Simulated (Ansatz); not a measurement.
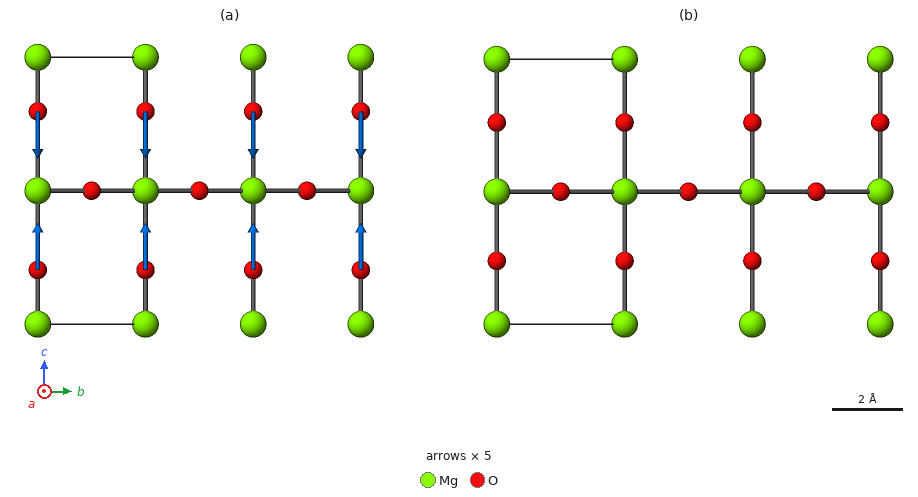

The structure of crystalline Mg₂O₅ (a generated structure, set up in P6/mmm) (coarse preliminary run) before (left) and after (right) a relaxation, at one scale. The blue arrows give the displacements (the part carried along by the change of the cell is left out), 5 times their true length.

A ball-and-stick model of the cell of the calculation, repeated 1 × 3 × 1 with one cell outlined, seen along the a axis.

Method: DFT PBE, scalar-relativistic, plane waves, PAW in Ansatz 0.2.0.

Input file:
```yaml
crystal:
  lattice:
    - [3.58375651, 0.0, 0.0]
    - [-1.79187825, 3.10362418, 0.0]
    - [0.0, 0.0, 7.6941726]
  atoms:
    - { symbol: Mg, position: [0.0, 0.0, 0.0] }
    - { symbol: Mg, position: [0.0, 0.0, 0.5] }
    - { symbol: O, position: [0.5, 0.0, 0.5], spin: 1.0 }
    - { symbol: O, position: [0.0, 0.5, 0.5], spin: 1.0 }
    - { symbol: O, position: [0.5, 0.5, 0.5], spin: 1.0 }
    - { symbol: O, position: [0.0, 0.0, 0.20306568], spin: 1.0 }
    - { symbol: O, position: [0.0, 0.0, 0.79693432], spin: 1.0 }
basis:
  ecutwfc: 420
kpoints:
  mp_grid: { grid: [6, 6, 2] }
hamiltonian:
  xc: pbe
scf:
  occupations: { method: gaussian, width: 0.1 }
  lower_state_search: "off"
output:
  forces: true
  stress: true
  eigenvalues: true
  populations: true
magnetization:
  spin_polarized: true
relax:
  adjacent_minimum: "off"
  f_tol: 0.04
  max_steps: 70
  cell: { stress_tol: 0.4 }
```

Command:
```bash
ansatz run input.yaml --threads 1 --pin off --max-ram 2048MiB --backend cpu --events-out ev --progress --plain --runs-dir out
```

### Describe what moved and what it gained.

After 7 accepted moves (9 points after the start) the energy has fallen by 824 meV per atom. The largest force component goes from 10 to 0.033 eV/Å. Pressure: 49.81 GPa at the start and −0.13 GPa at the end. The SCF was repeated twice at an unchanged geometry on a basis and grid sized afresh for the cell, which shifted the energy by 63.9 meV per atom at most. The largest moves relative to the cell, 0.27 Å, are those of O6 and O7. O6 goes along +c. Mg stays in place. The volume changes by +39.8 %, with a = b 3.584 → 4.253 Å (+18.7 %), c 7.694 → 7.636 Å (−0.8 %). Among the contacts that change: Mg2–O3 1.792 → 2.126 Å, O3–O4 1.792 → 2.126 Å, Mg2–O6 2.285 → 1.994 Å, Mg1–O6 1.562 → 1.824 Å. The space group stays P6/mmm (No. 191). The run may lie on a higher electronic state than the lowest, so the end point isn't shown to be the ground-state structure. The run took 3.6 min on 1 thread of Arm Neoverse N1 (shared host), peak memory 0.52 GiB.

Limits of the set-up: the k-point mesh is coarse for a cell with partly filled bands.
